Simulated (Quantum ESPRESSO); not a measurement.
**Geometry relaxation, with input and output: CoSi2**

CoSi2 (R-3m, 3 atoms in the cell), computed with Kohn-Sham DFT of a periodic cell, PBE, GBRV 1.5 PBE, no spin polarisation (Quantum ESPRESSO 7.5).

The structure was built on a prototype by a generator; it need not be a known phase.

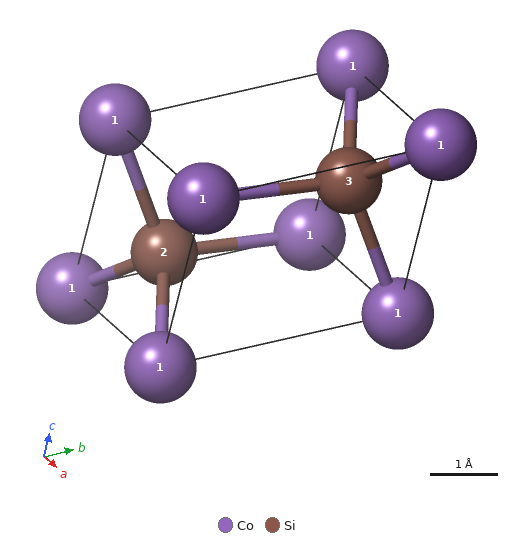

Figure 1. The structure as given in the input (ball-and-stick view of the cell of the calculation, seen slightly off an axis; atoms are numbered from 1 in the order of the input). Near neighbours in the crystal (not all of them lie inside the picture): Co has 8 Si at 2.31 to 2.36 Å; Si has 4 Co at 2.31 to 2.36 Å.

Results in brief

| quantity | value |
| --- | --- |
| outcome | converged |
| space group (tolerance 0.01 Å) | R-3m (166) |
| electrons treated | 25 |
| free energy | −4323.6327 eV |
| Fermi energy | 12.254 eV |
| gap on the k-point mesh | none (metallic) |
| final volume | 39.69 Å³ |
| largest force (length of the vector) at the end | under 0.001 eV/Å |
| final cell | a = 3.804 Å, b = 3.804 Å, c = 3.804 Å, α = 60.88°, β = 60.88°, γ = 60.88° |
| hardware | 1 thread of Intel Xeon @ 2.90GHz (Ice Lake), 128 GiB of memory available, shared host |
| wall time | 24 min |
| peak memory | 0.41 GiB |

Notes

Notes on the run: SCF correction compared to forces is large. The run has no spin polarisation, so a magnetic state may lie lower.

Input file
```
&CONTROL
  calculation = 'relax'
  prefix = 'pwscf'
  outdir = './tmp'
  pseudo_dir = './pseudo'
  tprnfor = .true.
  disk_io = 'low'
  nstep = 40
  forc_conv_thr = 0.0004
  etot_conv_thr = 1d-05
/
&SYSTEM
  ibrav = 0
  nat = 3
  ntyp = 2
  ecutwfc = 56
  ecutrho = 448
  nbnd = 19
  occupations = 'smearing'
  smearing = 'mp'
  degauss = 0.00734986
/
&ELECTRONS
  conv_thr = 6d-10
  electron_maxstep = 120
  mixing_beta = 0.5
/
&IONS
  ion_dynamics = 'bfgs'
/
ATOMIC_SPECIES
Co    58.9332 co_pbe_v1.2.uspp.F.UPF
Si    28.0850 si_pbe_v1.uspp.F.UPF
CELL_PARAMETERS angstrom
   2.2252172625    0.0000000000    3.0851066474
  -1.1126086313    1.9270946783    3.0851066474
  -1.1126086313   -1.9270946783    3.0851066474
ATOMIC_POSITIONS crystal
Co     0.0000000000    0.0000000000    0.0000000000
Si     0.2500000000    0.2500000000    0.2500000000
Si     0.7500000000    0.7500000000    0.7500000000
K_POINTS automatic
16 16 16 0 0 0
```

Command:
```bash
OMP_NUM_THREADS=1 pw.x -in pw.in > pw.out
```

Output
```
This program is part of the open-source Quantum ESPRESSO suite
     for quantum simulation of materials; please cite
         "P. Giannozzi et al., J. Phys.:Condens. Matter 21 395502 (2009);
         "P. Giannozzi et al., J. Phys.:Condens. Matter 29 465901 (2017);
         "P. Giannozzi et al., J. Chem. Phys. 152 154105 (2020);
          URL
     in publications or presentations arising from this work. More details at

     Message from routine setup:
     using ibrav=0 with symmetry is DISCOURAGED, use correct ibrav instead

     G-vector sticks info
     --------------------
     sticks:   dense  smooth     PW     G-vecs:    dense   smooth      PW
     Sum        1617     809    253                42975    15195    2721

     Using Slab Decomposition

     bravais-lattice index     =            0
     lattice parameter (alat)  =       7.1883  a.u.
     unit-cell volume          =     267.8326 (a.u.)^3
     number of atoms/cell      =            3
     number of atomic types    =            2
     number of electrons       =        25.00
     number of Kohn-Sham states=           19
     kinetic-energy cutoff     =      56.0000  Ry
     charge density cutoff     =     448.0000  Ry
     scf convergence threshold =      6.0E-10
     mixing beta               =       0.5000
     number of iterations used =            8  plain     mixing
     energy convergence thresh.=      1.0E-05
     force convergence thresh. =      4.0E-04
     Exchange-correlation= SLA  PW   PBE  PBE
                           (   1   4   3   4   0   0   0)
     nstep                     =           40

     celldm(1)=   7.188284  celldm(2)=   0.000000  celldm(3)=   0.000000
     celldm(4)=   0.000000  celldm(5)=   0.000000  celldm(6)=   0.000000

     crystal axes: (cart. coord. in units of alat)
               a(1) = (   0.584987   0.000000   0.811043 )
               a(2) = (  -0.292493   0.506613   0.811043 )
               a(3) = (  -0.292493  -0.506613   0.811043 )

     reciprocal axes: (cart. coord. in units 2 pi/alat)
               b(1) = (  1.139627  0.000000  0.410993 )
               b(2) = ( -0.569813  0.986946  0.410993 )
               b(3) = ( -0.569813 -0.986946  0.410993 )

     PseudoPot. # 1 for Co read from file:
     co_pbe_v1.2.uspp.F.UPF
     Pseudo is Ultrasoft + core correction, Zval = 17.0
     Generated by new atomic code, or converted to UPF format
     Using radial grid of  863 points,  6 beta functions with:
                l(1) =   0
                l(2) =   0
                l(3) =   1
                l(4) =   1
                l(5) =   2
                l(6) =   2
     Q(r) pseudized with  8 coefficients,  rinner =    1.200   1.200   1.200
                                                       1.200   1.200

     PseudoPot. # 2 for Si read from file:
     si_pbe_v1.uspp.F.UPF
     Pseudo is Ultrasoft + core correction, Zval =  4.0
     Generated by new atomic code, or converted to UPF format
     Using radial grid of  899 points,  6 beta functions with:
                l(1) =   0
                l(2) =   0
                l(3) =   1
                l(4) =   1
                l(5) =   2
                l(6) =   2
     Q(r) pseudized with  8 coefficients,  rinner =    0.900   0.900   0.900
                                                       0.900   0.900

     atomic species   valence    mass     pseudopotential
     Co               17.00    58.93320     Co( 1.00)
     Si                4.00    28.08500     Si( 1.00)

     12 Sym. Ops., with inversion, found

   Cartesian axes

     site n.     atom                  positions (alat units)
         1        Co     tau(   1) = (   0.0000000   0.0000000   0.0000000  )
         2        Si     tau(   2) = (  -0.0000000   0.0000000   0.6082821  )
         3        Si     tau(   3) = (  -0.0000000   0.0000000   1.8248464  )

     number of k points=   417  Methfessel-Paxton smearing, width (Ry)=  0.0073

     Number of k-points >= 100: set verbosity='high' to print them.

     Dense  grid:    42975 G-vectors     FFT dimensions: (  50,  50,  50)

     Smooth grid:    15195 G-vectors     FFT dimensions: (  36,  36,  36)

     Check: negative core charge=   -0.000010

     Initial potential from superposition of free atoms

     starting charge      23.9987, renormalised to      25.0000
     Starting wfcs are   21 randomized atomic wfcs

     Self-consistent Calculation

     iteration #  1     ecut=    56.00 Ry     beta= 0.50
     Davidson diagonalization with overlap
     ethr =  1.00E-02,  avg # of iterations =  4.2

     total energy              =    -307.47840273 Ry
     estimated scf accuracy    <      16.94851858 Ry

     iteration #  2     ecut=    56.00 Ry     beta= 0.50
     Davidson diagonalization with overlap
     ethr =  1.00E-02,  avg # of iterations =  3.0

     total energy              =    -317.19137297 Ry
     estimated scf accuracy    <      34.94612443 Ry

     iteration #  3     ecut=    56.00 Ry     beta= 0.50
     Davidson diagonalization with overlap
     ethr =  1.00E-02,  avg # of iterations =  2.0

     total energy              =    -317.70707375 Ry
     estimated scf accuracy    <       7.64573053 Ry

     iteration #  4     ecut=    56.00 Ry     beta= 0.50
     Davidson diagonalization with overlap
     ethr =  1.00E-02,  avg # of iterations =  1.8

     total energy              =    -317.96688179 Ry
     estimated scf accuracy    <       1.69047622 Ry

     iteration #  5     ecut=    56.00 Ry     beta= 0.50
     Davidson diagonalization with overlap
     ethr =  6.76E-03,  avg # of iterations =  1.0

     total energy              =    -317.51516040 Ry
     estimated scf accuracy    <       1.10453102 Ry

     iteration #  6     ecut=    56.00 Ry     beta= 0.50
     Davidson diagonalization with overlap
     ethr =  4.42E-03,  avg # of iterations =  1.9

     total energy              =    -317.85878508 Ry
     estimated scf accuracy    <       1.00188108 Ry

     iteration #  7     ecut=    56.00 Ry     beta= 0.50
     Davidson diagonalization with overlap
     ethr =  4.01E-03,  avg # of iterations =  1.0

     total energy              =    -317.83777476 Ry
     estimated scf accuracy    <       0.85686745 Ry

     iteration #  8     ecut=    56.00 Ry     beta= 0.50
     Davidson diagonalization with overlap
     ethr =  3.43E-03,  avg # of iterations =  1.0

     total energy              =    -317.77107201 Ry
     estimated scf accuracy    <       0.63093085 Ry

     iteration #  9     ecut=    56.00 Ry     beta= 0.50
     Davidson diagonalization with overlap
     ethr =  2.52E-03,  avg # of iterations =  1.0

     total energy              =    -317.76957759 Ry
     estimated scf accuracy    <       0.10328136 Ry

     iteration # 10     ecut=    56.00 Ry     beta= 0.50
     Davidson diagonalization with overlap
     ethr =  4.13E-04,  avg # of iterations =  1.6

     total energy              =    -317.78109246 Ry
     estimated scf accuracy    <       0.00218610 Ry

[... 43 further cycles ...]
     iteration #  3     ecut=    56.00 Ry     beta= 0.50
     Davidson diagonalization with overlap
     ethr =  1.28E-08,  avg # of iterations =  2.1

     total energy              =    -317.78113829 Ry
     estimated scf accuracy    <       0.00001084 Ry

     iteration #  4     ecut=    56.00 Ry     beta= 0.50
     Davidson diagonalization with overlap
     ethr =  1.28E-08,  avg # of iterations =  1.8

     total energy              =    -317.78113921 Ry
     estimated scf accuracy    <       0.00000004 Ry

     iteration #  5     ecut=    56.00 Ry     beta= 0.50
     Davidson diagonalization with overlap
     ethr =  1.53E-10,  avg # of iterations =  3.2

     total energy              =    -317.78113922 Ry
     estimated scf accuracy    <       0.00000002 Ry

     iteration #  6     ecut=    56.00 Ry     beta= 0.50
     Davidson diagonalization with overlap
     ethr =  8.81E-11,  avg # of iterations =  1.0

     total energy              =    -317.78113922 Ry
     estimated scf accuracy    <          1.2E-09 Ry

     iteration #  7     ecut=    56.00 Ry     beta= 0.50
     Davidson diagonalization with overlap
     ethr =  4.61E-12,  avg # of iterations =  2.1

     End of self-consistent calculation

     Number of k-points >= 100: set verbosity='high' to print the bands.

     the Fermi energy is    12.2537 ev

!    total energy              =    -317.78113922 Ry
     estimated scf accuracy    <          1.5E-11 Ry
     smearing contrib. (-TS)   =       0.00002487 Ry
     internal energy E=F+TS    =    -317.78116409 Ry

     The total energy is F=E-TS. E is the sum of the following terms:
     one-electron contribution =    -240.78084878 Ry
     hartree contribution      =     133.05605502 Ry
     xc contribution           =     -41.49525537 Ry
     ewald contribution        =    -168.56111497 Ry

     convergence has been achieved in   7 iterations

     Forces acting on atoms (cartesian axes, Ry/au):

     atom    1 type  1   force =     0.00000000   -0.00000000    0.00000000
     atom    2 type  2   force =    -0.00000000   -0.00000000    0.00002296
     atom    3 type  2   force =     0.00000000   -0.00000000   -0.00002296

     Total force =     0.000032     Total SCF correction =     0.000000
     Energy error            =      1.3E-05 Ry
     Gradient error          =      2.3E-05 Ry/Bohr

     number of scf cycles    =   5
     number of bfgs steps    =   4

     energy             old  =    -317.7811260331 Ry
     energy             new  =    -317.7811392236 Ry

     CASE: energy            _new < energy            _old

     new trust radius        =       0.0001136234 bohr
     new conv_thr            =            6.0E-12 Ry

ATOMIC_POSITIONS (crystal)
Co               0.0000000000       -0.0000000000       -0.0000000000
Si               0.2520252943        0.2520252943        0.2520252943
Si               0.7479747057        0.7479747057        0.7479747057

     NEW-OLD atomic charge density approx. for the potential

     Check: negative core charge=   -0.000010

     Self-consistent Calculation

     iteration #  1     ecut=    56.00 Ry     beta= 0.50
     Davidson diagonalization with overlap
     ethr =  1.00E-06,  avg # of iterations =  1.0

     Threshold (ethr) on eigenvalues was too large:
     Diagonalizing with lowered threshold

     Davidson diagonalization with overlap
     ethr =  3.35E-12,  avg # of iterations =  4.0

     total energy              =    -317.78113923 Ry
     estimated scf accuracy    <          1.1E-09 Ry

     iteration #  2     ecut=    56.00 Ry     beta= 0.50
     Davidson diagonalization with overlap
     ethr =  4.37E-12,  avg # of iterations =  2.0

     total energy              =    -317.78113923 Ry
     estimated scf accuracy    <          2.5E-09 Ry

     iteration #  3     ecut=    56.00 Ry     beta= 0.50
     Davidson diagonalization with overlap
     ethr =  4.37E-12,  avg # of iterations =  2.0

     total energy              =    -317.78113923 Ry
     estimated scf accuracy    <          1.1E-09 Ry

     iteration #  4     ecut=    56.00 Ry     beta= 0.50
     Davidson diagonalization with overlap
     ethr =  4.26E-12,  avg # of iterations =  1.0

     total energy              =    -317.78113923 Ry
     estimated scf accuracy    <          8.0E-12 Ry

     iteration #  5     ecut=    56.00 Ry     beta= 0.50
     Davidson diagonalization with overlap
     ethr =  1.00E-13,  avg # of iterations =  2.0

     End of self-consistent calculation

     Number of k-points >= 100: set verbosity='high' to print the bands.

     the Fermi energy is    12.2537 ev

!    total energy              =    -317.78113923 Ry
     estimated scf accuracy    <          1.6E-12 Ry
     smearing contrib. (-TS)   =       0.00002496 Ry
     internal energy E=F+TS    =    -317.78116418 Ry

     The total energy is F=E-TS. E is the sum of the following terms:
     one-electron contribution =    -240.78077779 Ry
     hartree contribution      =     133.05602716 Ry
     xc contribution           =     -41.49525563 Ry
     ewald contribution        =    -168.56115793 Ry

     convergence has been achieved in   5 iterations

     Forces acting on atoms (cartesian axes, Ry/au):

     atom    1 type  1   force =     0.00000000   -0.00000000   -0.00000000
     atom    2 type  2   force =    -0.00000000    0.00000000    0.00000013
     atom    3 type  2   force =    -0.00000000   -0.00000000   -0.00000013

     Total force =     0.000000     Total SCF correction =     0.000000
     SCF correction compared to forces is large: reduce conv_thr to get better values
     Energy error            =      2.6E-09 Ry
     Gradient error          =      1.3E-07 Ry/Bohr

     bfgs converged in   6 scf cycles and   5 bfgs steps
     (criteria: energy <  1.0E-05 Ry, force <  4.0E-04 Ry/Bohr)

     End of BFGS Geometry Optimization

     Final energy             =    -317.7811392262 Ry

     File ./tmp/pwscf.bfgs deleted, as requested
Begin final coordinates

ATOMIC_POSITIONS (crystal)
Co               0.0000000000       -0.0000000000       -0.0000000000
Si               0.2520252943        0.2520252943        0.2520252943
Si               0.7479747057        0.7479747057        0.7479747057
End final coordinates

=------------------------------------------------------------------------------=
   JOB DONE.
=------------------------------------------------------------------------------=
```

Trajectory as extended XYZ (Å, eV, eV/Å), 6 frames, from step=0 to step=5
```
3
Lattice="2.2252 0.0000 3.0851 -1.1126 1.9271 3.0851 -1.1126 -1.9271 3.0851" Properties=species:S:1:pos:R:3:forces:R:3 step=0 energy=-4323.62917
Co    0.0000    0.0000    0.0000    0.0000   0.0000   0.0000
Si    0.0000    0.0000    2.3138    0.0000   0.0000   0.1874
Si    0.0000    0.0000    6.9415    0.0000   0.0000  -0.1874
3
Lattice="2.2252 0.0000 3.0851 -1.1126 1.9271 3.0851 -1.1126 -1.9271 3.0851" Properties=species:S:1:pos:R:3:forces:R:3 step=1 energy=-4323.63047
Co    0.0000    0.0000    0.0000    0.0000   0.0000   0.0000
Si    0.0000    0.0000    2.3177    0.0000   0.0000   0.1482
Si    0.0000    0.0000    6.9376    0.0000   0.0000  -0.1482
3
Lattice="2.2252 0.0000 3.0851 -1.1126 1.9271 3.0851 -1.1126 -1.9271 3.0851" Properties=species:S:1:pos:R:3:forces:R:3 step=2 energy=-4323.63154
Co    0.0000    0.0000    0.0000    0.0000   0.0000   0.0000
Si    0.0000    0.0000    2.3219    0.0000   0.0000   0.1054
Si    0.0000    0.0000    6.9334    0.0000   0.0000  -0.1054
3
Lattice="2.2252 0.0000 3.0851 -1.1126 1.9271 3.0851 -1.1126 -1.9271 3.0851" Properties=species:S:1:pos:R:3:forces:R:3 step=3 energy=-4323.63248
Co    0.0000    0.0000    0.0000    0.0000   0.0000   0.0000
Si    0.0000    0.0000    2.3283    0.0000   0.0000   0.0420
Si    0.0000    0.0000    6.9270    0.0000   0.0000  -0.0420
3
Lattice="2.2252 0.0000 3.0851 -1.1126 1.9271 3.0851 -1.1126 -1.9271 3.0851" Properties=species:S:1:pos:R:3:forces:R:3 step=4 energy=-4323.63266
Co    0.0000    0.0000    0.0000    0.0000   0.0000   0.0000
Si    0.0000    0.0000    2.3325    0.0000   0.0000   0.0006
Si    0.0000    0.0000    6.9228    0.0000   0.0000  -0.0006
3
Lattice="2.2252 0.0000 3.0851 -1.1126 1.9271 3.0851 -1.1126 -1.9271 3.0851" Properties=species:S:1:pos:R:3:forces:R:3 step=5 energy=-4323.63266
Co    0.0000    0.0000    0.0000    0.0000   0.0000   0.0000
Si    0.0000    0.0000    2.3326    0.0000   0.0000   0.0000
Si    0.0000    0.0000    6.9227    0.0000   0.0000   0.0000
```

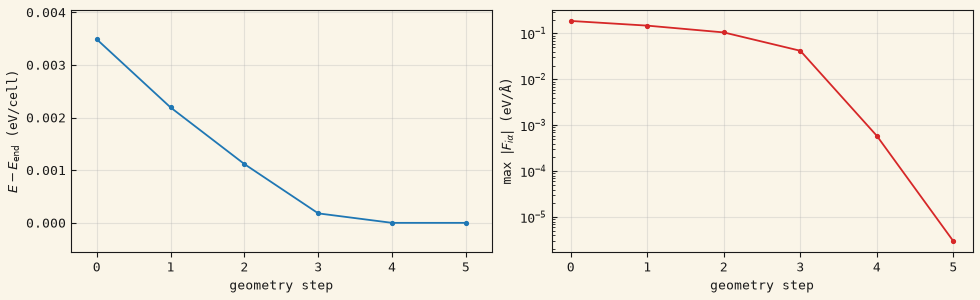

Figure 2. Progress of the relaxation, step by step (steps are counted from 0).

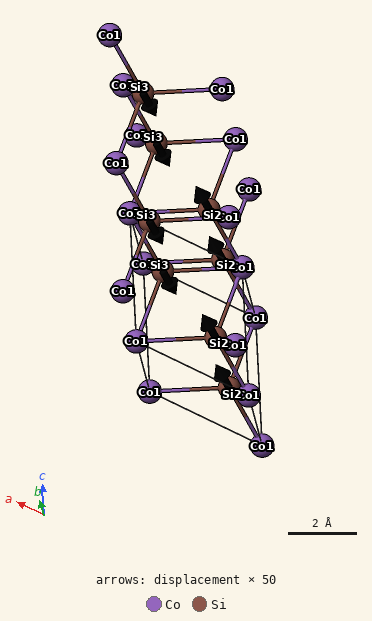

Figure 3. The starting structure with the displacements as black arrows, magnified 50 times (ball-and-stick view of the cell of the calculation, repeated 1 × 2 × 2, seen at an oblique angle). After 5 geometry steps the energy has fallen by 3.5 meV per cell of the calculation. Largest force component: 0.19 eV/Å at the start, under 0.0001 eV/Å at the end. The largest moves, 0.019 Å, are those of Si2 and Si3. Co stays in place. The cell doesn't change. Among the contacts that change: Co1–Si2 2.314 → 2.333 Å. The space group stays R-3m (No. 166). (Atoms are counted from 1 in the order of the input.)

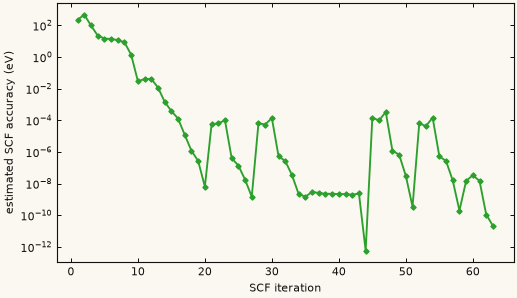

Figure 4. Convergence of the self-consistent field: estimated SCF accuracy against the iteration. The field takes 63 iterations in all.
